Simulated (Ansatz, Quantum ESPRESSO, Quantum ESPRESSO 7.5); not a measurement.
## Evanescent states of LiBr, rock salt type, lattice constant set to 5.675 Å

Wanted: the complex band structure of LiBr, rock salt type, lattice constant set to 5.675 Å, as for a tunnel barrier.

Calculated with Quantum ESPRESSO 7.5; plane-wave DFT, PBE, GBRV ultrasoft pseudopotentials (cross-check by Ansatz 0.2.0 with PAW datasets).

The structure was built from a prototype and need not be the compound's stable phase.

## (1) The structure

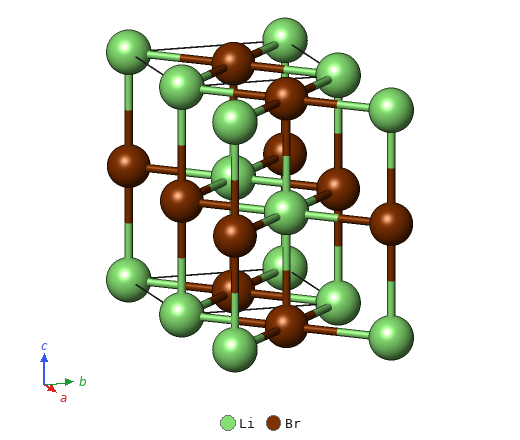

Start, viewed from the side, with the c axis up; lithium green, bromine brown. 2×1×1 cells are drawn. Some periodic images of atoms are drawn too.

Structure file:

```cif
data_structure
_symmetry_space_group_name_H-M 'Fm-3m'
_symmetry_Int_Tables_number 225
_cell_length_a 5.6750
_cell_length_b 5.6750
_cell_length_c 5.6750
_cell_angle_alpha 90.000
_cell_angle_beta 90.000
_cell_angle_gamma 90.000
_cell_volume 182.77
loop_
_atom_site_label
_atom_site_type_symbol
_atom_site_symmetry_multiplicity
_atom_site_Wyckoff_symbol
_atom_site_fract_x
_atom_site_fract_y
_atom_site_fract_z
_atom_site_occupancy
Li1 Li 4 a 0.00000 0.00000 0.00000 1
Br1 Br 4 b 0.00000 0.50000 0.00000 1
```

## (2) Self-consistent run

pwcond needs a cell whose third axis lies along the current and stands perpendicular to the other two.

The input, scf.in:

```
&control
  prefix = 'scf'
  outdir = './out'
  pseudo_dir = './pseudo'
  calculation = 'scf'
  tprnfor = .true.
/
&system
  ibrav = 0
  nat = 4
  ntyp = 2
  ecutwfc = 40
  ecutrho = 200
  occupations = 'fixed'
  nbnd = 14
/
&electrons
  conv_thr = 1e-09
  mixing_beta = 0.6
  electron_maxstep = 120
/
ATOMIC_SPECIES
  Li  6.9400  li_pbe_v1.4.uspp.F.UPF
  Br  79.9040  br_pbe_v1.4.uspp.F.UPF
CELL_PARAMETERS angstrom
  4.01283098323366 0.00000000000000 0.00000000000000
  0.00000000000000 4.01283098323366 0.00000000000000
  0.00000000000000 0.00000000000000 5.67500000000000
ATOMIC_POSITIONS crystal
  Li  0.000000000000 0.000000000000 0.000000000000
  Br  0.500000000000 0.500000000000 0.000000000000
  Li  0.500000000000 0.500000000000 0.500000000000
  Br  0.000000000000 0.000000000000 0.500000000000
K_POINTS automatic
  6 6 6 0 0 0
```

Started as:

```
$ OMP_NUM_THREADS=1 mpirun -n 2 pw.x -nk 2 -in scf.in > scf.out
```

What it wrote:

```text
Program PWSCF v.7.5 starts
[citation notice left out]

     Parallel version (MPI & OpenMP), running on       2 processor cores
     Number of MPI processes:                 2
     Threads/MPI process:                     1

     MPI processes distributed on     1 nodes
[...]
Current dimensions of program PWSCF are:
     Max number of different atomic species (ntypx) = 10
     Max number of k-points (npk) =  40000
     Max angular momentum in pseudopotentials (lmaxx) =  4
     Found identity + ( -0.5000 -0.5000 -0.5000) symmetry
     This is a supercell, fractional translations are disabled
     Message from routine setup:
     using ibrav=0 with symmetry is DISCOURAGED, use correct ibrav instead

     K-points division:     npool     =       2
     Subspace diagonalization in iterative solution of the eigenvalue problem:
     a serial algorithm will be used

     G-vector sticks info
     --------------------
     sticks:   dense  smooth     PW     G-vecs:    dense   smooth      PW
     Sum         917     741    221                29397    21063    3563

     Using Slab Decomposition

     bravais-lattice index     =            0
     lattice parameter (alat)  =       7.5832  a.u.
     unit-cell volume          =     616.6862 (a.u.)^3
     number of atoms/cell      =            4
     number of atomic types    =            2
     number of electrons       =        20.00
     number of Kohn-Sham states=           14
     kinetic-energy cutoff     =      40.0000  Ry
     charge density cutoff     =     200.0000  Ry
     scf convergence threshold =      1.0E-09
     mixing beta               =       0.6000
     number of iterations used =            8  plain     mixing
     Exchange-correlation=  SLA  PW   PBX  PBC
                           (   1   4   3   4   0   0   0)

     celldm(1)=   7.583152  celldm(2)=   0.000000  celldm(3)=   0.000000
     celldm(4)=   0.000000  celldm(5)=   0.000000  celldm(6)=   0.000000

     crystal axes: (cart. coord. in units of alat)
               a(1) = (   1.000000   0.000000   0.000000 )
               a(2) = (   0.000000   1.000000   0.000000 )
               a(3) = (   0.000000   0.000000   1.414214 )

     reciprocal axes: (cart. coord. in units 2 pi/alat)
               b(1) = (  1.000000  0.000000  0.000000 )
               b(2) = (  0.000000  1.000000  0.000000 )
               b(3) = (  0.000000  0.000000  0.707107 )

     PseudoPot. # 1 for Li read from file:
     ./pseudo/li_pbe_v1.4.uspp.F.UPF
     Pseudo is Ultrasoft, Zval =  3.0
     Generated by new atomic code, or converted to UPF format
     Using radial grid of  751 points,  5 beta functions with:
                l(1) =   0
                l(2) =   0
                l(3) =   0
                l(4) =   1
                l(5) =   1
     Q(r) pseudized with 10 coefficients,  rinner =    1.150   1.150   1.150

     PseudoPot. # 2 for Br read from file:
     ./pseudo/br_pbe_v1.4.uspp.F.UPF
     Pseudo is Ultrasoft + core correction, Zval =  7.0
     Generated by new atomic code, or converted to UPF format
     Using radial grid of  879 points,  6 beta functions with:
                l(1) =   0
                l(2) =   0
                l(3) =   1
                l(4) =   1
                l(5) =   2
                l(6) =   2
     Q(r) pseudized with  8 coefficients,  rinner =    1.100   1.100   1.100
                                                       1.100   1.100

     atomic species   valence    mass     pseudopotential
     Li                3.00     6.94000     Li( 1.00)
     Br                7.00    79.90400     Br( 1.00)

     16 Sym. Ops., with inversion, found

   Cartesian axes

     site n.     atom                  positions (alat units)
         1        Li     tau(   1) = (   0.0000000   0.0000000   0.0000000  )
         2        Br     tau(   2) = (   0.5000000   0.5000000   0.0000000  )
         3        Li     tau(   3) = (   0.5000000   0.5000000   0.7071068  )
         4        Br     tau(   4) = (   0.0000000   0.0000000   0.7071068  )

     number of k points=    40
                       cart. coord. in units 2pi/alat
        k(    1) = (   0.0000000   0.0000000   0.0000000), wk =   0.0092593
        k(    2) = (   0.0000000   0.0000000   0.1178511), wk =   0.0185185
        k(    3) = (   0.0000000   0.0000000   0.2357023), wk =   0.0185185
        k(    4) = (   0.0000000   0.0000000  -0.3535534), wk =   0.0092593
        k(    5) = (   0.0000000   0.1666667   0.0000000), wk =   0.0370370
        k(    6) = (   0.0000000   0.1666667   0.1178511), wk =   0.0740741
        k(    7) = (   0.0000000   0.1666667   0.2357023), wk =   0.0740741
        k(    8) = (   0.0000000   0.1666667  -0.3535534), wk =   0.0370370
        k(    9) = (   0.0000000   0.3333333   0.0000000), wk =   0.0370370
        k(   10) = (   0.0000000   0.3333333   0.1178511), wk =   0.0740741
[...]
k(   40) = (  -0.5000000  -0.5000000  -0.3535534), wk =   0.0092593

     Dense  grid:    29397 G-vectors     FFT dimensions: (  36,  36,  50)

     Smooth grid:    21063 G-vectors     FFT dimensions: (  32,  32,  45)

     Estimated max dynamical RAM per process >      76.61 MB

     Estimated total dynamical RAM >     146.05 MB

     Initial potential from superposition of free atoms

     starting charge      19.0985, renormalised to      20.0000
     Starting wfcs are   18 randomized atomic wfcs

     total cpu time spent up to now is        0.7 secs

     per-process dynamical memory:    35.0 Mb

     Self-consistent Calculation

     iteration #  1     ecut=    40.00 Ry     beta= 0.60
     Davidson diagonalization with overlap
     ethr =  1.00E-02,  avg # of iterations =  3.3

     Threshold (ethr) on eigenvalues was too large:
     Diagonalizing with lowered threshold

     Davidson diagonalization with overlap
     ethr =  1.82E-04,  avg # of iterations =  4.0

     total cpu time spent up to now is        2.5 secs

     total energy              =    -123.08864969 Ry
     estimated scf accuracy    <       0.03832337 Ry

     iteration #  2     ecut=    40.00 Ry     beta= 0.60
[...]
total energy              =    -123.08832541 Ry
     estimated scf accuracy    <       0.00381985 Ry

     iteration #  3     ecut=    40.00 Ry     beta= 0.60
[...]
c_bands:  1 eigenvalues not converged
[...]
total energy              =    -123.08901189 Ry
     estimated scf accuracy    <       0.00003371 Ry

     iteration #  4     ecut=    40.00 Ry     beta= 0.60
[...]
c_bands:  1 eigenvalues not converged
[...]
total energy              =    -123.08906693 Ry
     estimated scf accuracy    <       0.00000507 Ry

     iteration #  5     ecut=    40.00 Ry     beta= 0.60
[...]
total energy              =    -123.08906804 Ry
     estimated scf accuracy    <       0.00000059 Ry

     iteration #  6     ecut=    40.00 Ry     beta= 0.60
[...]
total energy              =    -123.08906823 Ry
     estimated scf accuracy    <       0.00000001 Ry

     iteration #  7     ecut=    40.00 Ry     beta= 0.60
[...]
total energy              =    -123.08906825 Ry
     estimated scf accuracy    <          7.5E-09 Ry

     iteration #  8     ecut=    40.00 Ry     beta= 0.60
[...]
End of self-consistent calculation

          k = 0.0000 0.0000 0.0000 (  2661 PWs)   bands (ev):

   -43.2902 -43.2894 -11.9125 -11.4017  -1.2435   0.2652   0.2652   1.2303
     1.2303   1.2303   5.7949   7.3297   8.4804  12.1112

          k = 0.0000 0.0000 0.1179 (  2625 PWs)   bands (ev):

   -43.2901 -43.2895 -11.8820 -11.4402  -1.1053   0.3219   0.3219   1.0021
     1.1559   1.1559   6.1442   7.4592   8.6006  11.4796

          k = 0.0000 0.0000 0.2357 (  2630 PWs)   bands (ev):

   -43.2900 -43.2896 -11.7963 -11.5419  -0.7189   0.4642   0.4816   0.4816
     0.9611   0.9611   7.0209   7.8182   8.9584  10.1916

          k = 0.0000 0.0000-0.3536 (  2662 PWs)   bands (ev):

   -43.2898 -43.2898 -11.6731 -11.6731  -0.1598  -0.1598   0.7127   0.7127
     0.7127   0.7127   7.9423   7.9423   9.4022   9.4022

          k = 0.0000 0.1667 0.0000 (  2635 PWs)   bands (ev):

   -43.2901 -43.2894 -11.8532 -11.4057  -1.0856  -0.0698   0.3772   0.6952
     1.0760   1.2342   6.4025   7.6199   9.0888  10.7885

          k = 0.0000 0.1667 0.1179 (  2635 PWs)   bands (ev):

   -43.2900 -43.2895 -11.8262 -11.4390  -1.0103   0.0448   0.4119   0.4290
     1.1705   1.1705   6.5675   7.7310   9.1632  10.9459

[...]
highest occupied, lowest unoccupied level (ev):     1.2342    5.7949

!    total energy              =    -123.08906826 Ry
     estimated scf accuracy    <          1.3E-10 Ry

     The total energy is the sum of the following terms:
     one-electron contribution =     -19.96643760 Ry
     hartree contribution      =      14.16558696 Ry
     xc contribution           =     -59.15970361 Ry
     ewald contribution        =     -58.12851400 Ry

     convergence has been achieved in   8 iterations

     Forces acting on atoms (cartesian axes, Ry/au):

     atom    1 type  1   force =     0.00000000    0.00000000    0.00000000
     atom    2 type  2   force =     0.00000000    0.00000000    0.00000000
     atom    3 type  1   force =     0.00000000    0.00000000    0.00000000
     atom    4 type  2   force =     0.00000000    0.00000000    0.00000000

     Total force =     0.000000     Total SCF correction =     0.000000

[...]
=------------------------------------------------------------------------------=
   JOB DONE.
=------------------------------------------------------------------------------=
```

The job ended after 11 s (2 MPI ranks of Arm Neoverse V2, shared host; peak memory 0.22 GiB; 21 s of CPU time).

Read from the output:

- free energy: -1674.7121 eV
- valence top, on the run's zero: 1.234 eV
- conduction bottom, on the run's zero: 5.795 eV
- gap by band count: 4.561 eV

The run needed 8 iterations to bring the estimated error under 1e-09 Ry.

(Continued in part 2 of 3.)

[Logs are printed without paths, hosts, clocks, repeated set-up lines and the standing remarks that a program may print on its own settings, such as how far it seeks lower states.]

[Hosts, paths, dates, database ids (printed as entryN), source tags and the programs' standing remarks are cut or masked in the printed files.]

[Maps of the electrostatic potential energy from Ansatz leave out the sawtooth potential of an applied field or a dipole correction, so their vacuum need not be flat; planar profiles and work functions include it.]
